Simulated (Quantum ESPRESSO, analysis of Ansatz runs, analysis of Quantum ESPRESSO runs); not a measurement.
# Local vibrational mode of the Si donor on a Ga site in GaAs (PBE) (Quantum ESPRESSO), part 2 of 2

How near does this set-up come to the measured local vibrational mode? Subject: Si donor on a Ga site in GaAs. Set-up: PBE, GBRV 1.5 PBE, 32-site cell, measured lattice, k: 2x2x2 shifted. The model is a cell of 32 host atoms with 1 Ga taken out and 1 Si put in. The frequencies come from force constants among the defect atom and its neighbours, with the masses of the isotopes named. The measured lattice removes the functional's error in the volume.

Quantum ESPRESSO 7.5; PBE, GBRV 1.5 PBE, 32-site cell, measured lattice, k: 2x2x2 shifted.

So far: Set-up; Relaxation, charge +1.

**2. Relaxation, charge +1 (continued)**

Level of this step: Quantum ESPRESSO plane-wave DFT, PBE, GBRV 1.5 PBE potentials; relaxation of all atoms of a defect supercell (Quantum ESPRESSO).

Relaxation path:

```csv
step,energy less that of the first step (eV)
0,0.0000
1,-0.0449
2,-0.0767
3,-0.0963
4,-0.0982
5,-0.1013
6,-0.1052
7,-0.1073
8,-0.1081
9,-0.1088
10,-0.1090
```

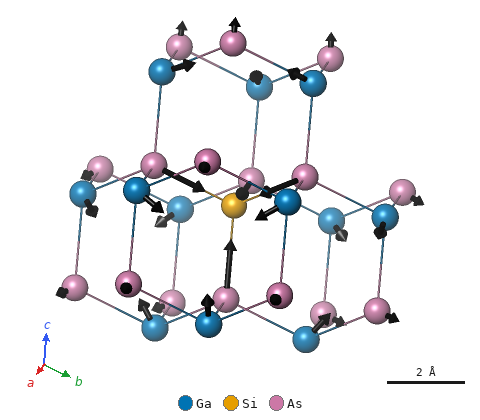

Displacements in the relaxation near the centre, exaggerated; the longest in the cell stands for 0.06 Å.

The atoms that moved most (Å):

| atom | dx | dy | dz | length |
| --- | --- | --- | --- | --- |
| As22 | 0.034 | 0.034 | 0.034 | 0.058 |
| As19 | -0.034 | 0.034 | -0.034 | 0.058 |
| As23 | 0.034 | -0.034 | -0.034 | 0.058 |
| As28 | -0.034 | -0.034 | 0.034 | 0.058 |
| Ga9 | -0.006 | -0.006 | 0.030 | 0.031 |
| Ga2 | 0.006 | -0.030 | -0.006 | 0.031 |
| Ga14 | -0.030 | 0.006 | -0.006 | 0.031 |
| Ga6 | 0.030 | 0.006 | 0.006 | 0.031 |

The relaxed structure:

```
CELL_PARAMETERS angstrom
-5.65370 5.65370 -5.65370
5.65370 5.65370 5.65370
5.65370 -5.65370 -5.65370
ATOMIC_POSITIONS crystal
Ga 0.99787 0.00104 0.99787
Ga 0.99787 0.24787 0.75104
Ga 0.00317 0.50000 0.50213
Ga 0.00317 0.75213 0.25000
Ga 0.25000 0.00000 0.75000
Ga 0.25000 0.25317 0.50213
Si 0.25000 0.50000 0.25000
Ga 0.25000 0.75213 0.00317
Ga 0.49683 0.99896 0.49683
Ga 0.50213 0.25317 0.25000
Ga 0.50213 0.50000 0.00317
Ga 0.49683 0.74683 0.74896
Ga 0.75000 0.00000 0.25000
Ga 0.75104 0.24787 0.99787
Ga 0.75000 0.50000 0.75000
Ga 0.74896 0.74683 0.49683
As 0.99807 0.99818 0.74818
As 0.00011 0.25011 0.50193
As 0.00595 0.50000 0.25000
As 0.00011 0.75193 0.00011
As 0.25000 0.00182 0.49989
As 0.25000 0.25595 0.25000
As 0.25000 0.50000 0.00595
As 0.25000 0.74989 0.75182
As 0.49989 0.00182 0.25000
As 0.50193 0.25011 0.00011
As 0.49989 0.50000 0.75182
As 0.49405 0.74405 0.49405
As 0.74818 0.99818 0.99807
As 0.74818 0.24807 0.74818
As 0.75182 0.50000 0.49989
As 0.75182 0.74989 0.25000
```

Neighbours of Si7 at the end:

| atom | distance (Å) |
| --- | --- |
| As19 | 2.390 |
| As23 | 2.390 |
| As22 | 2.390 |
| As28 | 2.390 |
| Ga2 | 3.990 |
| Ga4 | 3.990 |
| Ga3 | 3.990 |
| Ga8 | 3.990 |
| Ga6 | 3.990 |
| Ga11 | 3.990 |
| Ga10 | 3.990 |
| Ga14 | 3.990 |
| Ga12 | 3.990 |
| Ga9 | 3.990 |
| Ga1 | 3.990 |
| Ga16 | 3.990 |

From the first step to the last the energy fell by 0.109 eV, and the largest move was 0.06 Å (As22 and 3 other atoms alike).

**3. Atom Si7 moved by 0.015 A along x**

Force constants come from the forces after small displacements; symmetry gives the rest. One such run is shown.

This step: Quantum ESPRESSO plane-wave DFT, PBE, GBRV 1.5 PBE potentials; single point of a defect supercell.

pw.in reads:

```
&CONTROL
  calculation = 'scf'
  prefix = 'pwscf'
  outdir = './tmp'
  pseudo_dir = './pseudo'
  tprnfor = .true.
  disk_io = 'low'
/
&SYSTEM
  ibrav = 0
  nat = 32
  ntyp = 3
  ecutwfc = 45
  ecutrho = 360
  nbnd = 188
  occupations = 'smearing'
  smearing = 'fd'
  degauss = 0.00073499
  tot_charge = 1
/
&ELECTRONS
  conv_thr = 1d-10
  electron_maxstep = 100
  mixing_beta = 0.5
/
ATOMIC_SPECIES
Ga    69.7230 ga_pbe_v1.4.uspp.F.UPF
Si    28.0850 si_pbe_v1.uspp.F.UPF
As    74.9216 as_pbe_v1.uspp.F.UPF
CELL_PARAMETERS angstrom
  -5.6537000000    5.6537000000   -5.6537000000
   5.6537000000    5.6537000000    5.6537000000
   5.6537000000   -5.6537000000   -5.6537000000
ATOMIC_POSITIONS crystal
Ga    -0.0021320285    0.0010425835   -0.0021320285
Ga    -0.0021320285    0.2478679715    0.7510425835
Ga     0.0031746120    0.5000000000    0.5021320285
Ga     0.0031746120    0.7521320285    0.2500000000
[... 2 atom lines left out ...]
Si     0.2500000000    0.5013265649    0.2513265649
[... 2 atom lines left out ...]
Ga     0.5021320285    0.2531746120    0.2500000000
Ga     0.5021320285    0.5000000000    0.0031746120
Ga     0.4968253880    0.7468253880    0.7489574165
[... 3 atom lines left out ...]
Ga     0.7489574165    0.7468253880    0.4968253880
[... 2 atom lines left out ...]
As     0.0059513197    0.5000000000    0.2500000000
[... 2 atom lines left out ...]
As     0.2500000000    0.2559513197    0.2500000000
As     0.2500000000    0.5000000000    0.0059513197
[... 4 atom lines left out ...]
As     0.4940486803    0.7440486803    0.4940486803
[... 3 atom lines left out ...]
As     0.7518192829    0.7498878868    0.2500000000
K_POINTS automatic
2 2 2 1 1 1
```

Launch:

```bash
> OMP_NUM_THREADS=1 pw.x -in pw.in > pw.out
```

What it wrote:

```text
[banner, memory and clock lines left out]
          URL

     Message from routine setup:
     using ibrav=0 with symmetry is DISCOURAGED, use correct ibrav instead

     G-vector sticks info

     bravais-lattice index     =            0
     lattice parameter (alat)  =      18.5051  a.u.
     unit-cell volume          =    4878.1469 (a.u.)^3
     number of atoms/cell      =           32
     number of atomic types    =            3
     number of electrons       =       368.00
     number of Kohn-Sham states=          188
     kinetic-energy cutoff     =      45.0000  Ry
     charge density cutoff     =     360.0000  Ry
     scf convergence threshold =      1.0E-10
     mixing beta               =       0.5000
     number of iterations used =            8  plain     mixing
     Exchange-correlation= SLA  PW   PBE  PBE
                           (   1   4   3   4   0   0   0)

     celldm(1)=  18.505135  celldm(2)=   0.000000  celldm(3)=   0.000000
     celldm(4)=   0.000000  celldm(5)=   0.000000  celldm(6)=   0.000000

     crystal axes: (cart. coord. in units of alat)
               a(1) = (  -0.577350   0.577350  -0.577350 )
               a(2) = (   0.577350   0.577350   0.577350 )
               a(3) = (   0.577350  -0.577350  -0.577350 )

     reciprocal axes: (cart. coord. in units 2 pi/alat)
               b(1) = (  0.000000  0.866025 -0.866025 )
               b(2) = (  0.866025  0.866025 -0.000000 )
               b(3) = (  0.866025  0.000000 -0.866025 )

     PseudoPot. # 1 for Ga read from file:
     ga_pbe_v1.4.uspp.F.UPF
     Pseudo is Ultrasoft + core correction, Zval = 19.0
     Generated by new atomic code, or converted to UPF format
     Using radial grid of  871 points,  6 beta functions with:
                l(1) =   0
                l(2) =   0
                l(3) =   1
                l(4) =   1
                l(5) =   2
                l(6) =   2
     Q(r) pseudized with  8 coefficients,  rinner =    1.250   1.250   1.250
                                                       1.250   1.250

     PseudoPot. # 2 for Si read from file:
     si_pbe_v1.uspp.F.UPF
     Pseudo is Ultrasoft + core correction, Zval =  4.0
     Generated by new atomic code, or converted to UPF format
     Using radial grid of  899 points,  6 beta functions with:
                l(1) =   0
                l(2) =   0
                l(3) =   1
                l(4) =   1
[...]
Q(r) pseudized with  8 coefficients,  rinner =    0.900   0.900   0.900
                                                       0.900   0.900

     PseudoPot. # 3 for As read from file:
     as_pbe_v1.uspp.F.UPF
     Pseudo is Ultrasoft + core correction, Zval =  5.0
     Generated by new atomic code, or converted to UPF format
     Using radial grid of  875 points,  6 beta functions with:
[...]
l(2) =   0
                l(3) =   1
                l(4) =   1
                l(5) =   2
                l(6) =   2
     Q(r) pseudized with  8 coefficients,  rinner =    1.300   1.300   1.300
                                                       1.300   1.300

     atomic species   valence    mass     pseudopotential
     Ga               19.00    69.72300     Ga( 1.00)
     Si                4.00    28.08500     Si( 1.00)
     As                5.00    74.92160     As( 1.00)

      4 Sym. Ops. (no inversion) found ( 3 have fractional translation)

   Cartesian axes

     site n.     atom                  positions (alat units)
         1        Ga     tau(   1) = (   0.0006019   0.0006019   0.0030638  )
         2        Ga     tau(   2) = (   0.5779522  -0.2917389  -0.2892771  )
         3        Ga     tau(   3) = (   0.5767483   0.0006019  -0.0030638  )
         4        Ga     tau(   4) = (   0.5767483   0.2917389   0.2880732  )
         5        Ga     tau(   5) = (   0.2886751  -0.2886751  -0.5773503  )
         6        Ga     tau(   6) = (   0.2917389   0.0006019  -0.2880732  )
         7        Si     tau(   7) = (   0.2902069   0.2886751   0.0000000  )
         8        Ga     tau(   8) = (   0.2917389   0.5767483   0.2880732  )
         9        Ga     tau(   9) = (  -0.0006019  -0.0006019  -0.5742865  )
        10        Ga     tau(  10) = (   0.0006019   0.2917389  -0.2880732  )
        11        Ga     tau(  11) = (   0.0006019   0.5767483  -0.0030638  )
        12        Ga     tau(  12) = (   0.5767483   0.2856113  -0.2880732  )
        13        Ga     tau(  13) = (  -0.2886751   0.2886751  -0.5773503  )
        14        Ga     tau(  14) = (  -0.2917389   0.5779522  -0.2892771  )
        15        Ga     tau(  15) = (   0.2886751   0.2886751  -0.5773503  )
        16        Ga     tau(  16) = (   0.2856113   0.5767483  -0.2880732  )
        17        As     tau(  17) = (   0.4320271  -0.4341278  -0.4318976  )
        18        As     tau(  18) = (   0.4341278  -0.1453232  -0.1454527  )
        19        As     tau(  19) = (   0.4295767   0.1477736   0.1409016  )
        20        As     tau(  20) = (   0.4341278   0.4341278   0.4339983  )
        21        As     tau(  21) = (   0.1453232  -0.1432225  -0.4318976  )
        22        As     tau(  22) = (   0.1477736   0.1477736  -0.1409016  )
[...]
iteration #  5     ecut=    45.00 Ry     beta= 0.50
     Davidson diagonalization with overlap
     ethr =  9.53E-06,  avg # of iterations = 10.0

     total energy              =   -6885.38332742 Ry
     estimated scf accuracy    <       0.03321265 Ry

     iteration #  6     ecut=    45.00 Ry     beta= 0.50
     Davidson diagonalization with overlap
     ethr =  9.03E-06,  avg # of iterations =  2.0

     total energy              =   -6885.39000681 Ry
     estimated scf accuracy    <       0.00049748 Ry

     iteration #  7     ecut=    45.00 Ry     beta= 0.50
     Davidson diagonalization with overlap
     ethr =  1.35E-07,  avg # of iterations =  8.0

     total energy              =   -6885.39035470 Ry
     estimated scf accuracy    <       0.00021594 Ry

     iteration #  8     ecut=    45.00 Ry     beta= 0.50
     Davidson diagonalization with overlap
     ethr =  5.87E-08,  avg # of iterations =  3.3

     total energy              =   -6885.39041469 Ry
     estimated scf accuracy    <       0.00004096 Ry

     iteration #  9     ecut=    45.00 Ry     beta= 0.50
     Davidson diagonalization with overlap
     ethr =  1.11E-08,  avg # of iterations =  4.0

     total energy              =   -6885.39041571 Ry
     estimated scf accuracy    <       0.00002295 Ry

     iteration # 10     ecut=    45.00 Ry     beta= 0.50
     Davidson diagonalization with overlap
     ethr =  6.24E-09,  avg # of iterations =  2.0

     total energy              =   -6885.39041921 Ry
     estimated scf accuracy    <       0.00000196 Ry

     iteration # 11     ecut=    45.00 Ry     beta= 0.50
     Davidson diagonalization with overlap
     ethr =  5.32E-10,  avg # of iterations =  4.7

     total energy              =   -6885.39042031 Ry
     estimated scf accuracy    <       0.00000023 Ry

     iteration # 12     ecut=    45.00 Ry     beta= 0.50
     Davidson diagonalization with overlap
     ethr =  6.26E-11,  avg # of iterations =  4.3

     total energy              =   -6885.39042028 Ry
     estimated scf accuracy    <       0.00000020 Ry

     iteration # 13     ecut=    45.00 Ry     beta= 0.50
     Davidson diagonalization with overlap
     ethr =  5.48E-11,  avg # of iterations =  2.0

     total energy              =   -6885.39042032 Ry
     estimated scf accuracy    <          3.6E-09 Ry

     iteration # 14     ecut=    45.00 Ry     beta= 0.50
     Davidson diagonalization with overlap
     ethr =  9.91E-13,  avg # of iterations =  6.3

     total energy              =   -6885.39042032 Ry
     estimated scf accuracy    <          3.3E-10 Ry

     iteration # 15     ecut=    45.00 Ry     beta= 0.50
     Davidson diagonalization with overlap
     ethr =  1.00E-13,  avg # of iterations =  4.7

     total energy              =   -6885.39042032 Ry
     estimated scf accuracy    <          1.5E-10 Ry

     iteration # 16     ecut=    45.00 Ry     beta= 0.50
     Davidson diagonalization with overlap
     ethr =  1.00E-13,  avg # of iterations =  2.0

     End of self-consistent calculation

          k = 0.4330 0.4330-0.4330 ( 24868 PWs)   bands (ev):

   -87.1141 -87.1140 -87.1113 -87.1113 -87.1112 -87.1112 -87.1083 -87.1082
   -87.1082 -87.1081 -87.1055 -87.1054 -87.1053 -87.1052 -87.1029 -87.1029
   -87.1028 -87.1028 -87.1008 -87.1008 -87.1001 -87.1001 -87.1000 -87.1000
   -87.0984 -87.0984 -87.0984 -87.0983 -87.0977 -87.0977 -87.0957 -87.0957
   -87.0956 -87.0956 -87.0933 -87.0932 -87.0791 -87.0790 -87.0790 -87.0755
   -87.0754 -87.0754 -87.0754 -87.0754 -87.0754  -7.6181  -7.6155  -7.6150
    -7.6149  -7.6142  -7.6129  -7.6128  -7.6126  -7.6117  -7.5952  -7.5933
    -7.5915  -7.5640  -7.5554  -7.5548  -7.5541  -7.5103  -7.5099  -7.5096
    -7.5086  -7.5084  -7.5073  -7.5069  -7.5067  -7.4949  -7.4948  -7.4944
    -7.4940  -7.4935  -7.4932  -7.4928  -7.4922  -7.4913  -7.4910  -7.4893
[...]
8.4015   8.5568   8.5622   8.5677

          k = 0.0000 0.4330 0.0000 ( 24879 PWs)   bands (ev):

[...]
8.5520   8.9639   9.1867   9.2620

          k = 0.4330 0.0000 0.0000 ( 24879 PWs)   bands (ev):

[...]
0.9730   0.9738   1.2532   2.3413   2.4243   2.4362   2.5607   3.2503
     3.2535   3.2590   3.4203   3.8383   4.0429   4.0477   4.0612   4.5219
     4.5253   4.5366   4.8022   4.8225   4.8240   4.8261   4.8410   4.8704
     4.8708   4.8951   4.8954   4.9098   4.9344   5.1373   5.7627   5.7777
     5.7879   5.8953   5.9693   5.9754   6.0198   6.0494   6.4976   6.4983
     8.5520   8.9641   9.1865   9.2588

     the Fermi energy is     7.8530 ev

!    total energy              =   -6885.39042032 Ry
     estimated scf accuracy    <          1.5E-11 Ry
     smearing contrib. (-TS)   =       0.00000000 Ry
     internal energy E=F+TS    =   -6885.39042032 Ry

     The total energy is F=E-TS. E is the sum of the following terms:
     one-electron contribution =   -6211.92479517 Ry
     hartree contribution      =    3228.42165778 Ry
     xc contribution           =   -1237.41401494 Ry
     ewald contribution        =   -2664.47326800 Ry

     convergence has been achieved in  16 iterations

     Forces acting on atoms (cartesian axes, Ry/au):

     atom    1 type  1   force =    -0.00017399   -0.00030206    0.00016001
     atom    2 type  1   force =    -0.00017399   -0.00016001    0.00030206
     atom    3 type  1   force =     0.00059925   -0.00046361   -0.00031360
     atom    4 type  1   force =     0.00059925    0.00031360    0.00046361
     atom    5 type  1   force =    -0.00026821   -0.00000000   -0.00000000
     atom    6 type  1   force =    -0.00012788   -0.00023977   -0.00023977
     atom    7 type  2   force =    -0.00713693    0.00000000    0.00000000
     atom    8 type  1   force =    -0.00012788    0.00023977    0.00023977
     atom    9 type  1   force =     0.00059925    0.00046361    0.00031360
     atom   10 type  1   force =    -0.00017399    0.00016001   -0.00030206
[...]
atom   28 type  3   force =     0.00179188    0.00115981   -0.00115981
     atom   29 type  3   force =    -0.00004696   -0.00031171    0.00003461
     atom   30 type  3   force =    -0.00004696   -0.00003461    0.00031171
     atom   31 type  3   force =    -0.00004696    0.00003461   -0.00031171
     atom   32 type  3   force =    -0.00004696    0.00031171   -0.00003461

     Total force =     0.008931     Total SCF correction =     0.000019
```

Wall time 26 min (1 thread of Arm Neoverse V1, shared host); peak memory 2.7 GiB.

**4. Local vibrational modes**

Analysis of the runs above: force constants by central differences of Quantum ESPRESSO plane-wave DFT, PBE, GBRV 1.5 PBE potentials forces among the atoms nearest to a defect, the others at rest.

The modes with the largest weight on the probed atoms (the light atom of a pair), for the masses of each isotope. Modes of the displaced atoms (local only where they lie over the host's phonons):

```
isotopes  mode (cm⁻¹)  share of the defect atoms
       n          376                      0.819
       n          376                      0.819
       n          376                      0.819
```

**5. Outcome**

| Quantity | Value |
| --- | --- |
| distance from the defect atom to its nearest neighbour | 2.390 Å |
| threefold local mode of 28Si | 376 cm⁻¹ |

In words: Threefold local mode of 28Si: computed 376 cm⁻¹, measured 384 cm⁻¹; 8 cm⁻¹ (2 %) below the measurement. Only the named neighbours move, so modes near the host's band are approximate.

[Logs are printed without paths, hosts, clocks, repeated set-up lines and the standing remarks that a program may print on its own settings, such as how far it seeks lower states.]

[Hosts, paths, dates, database ids (printed as entryN), source tags and the programs' standing remarks are cut or masked in the printed files.]

[For some hosts the program warned that the k-mesh of the response run may be too coarse for force constants and the static dielectric constant; such warnings are not shown here.]
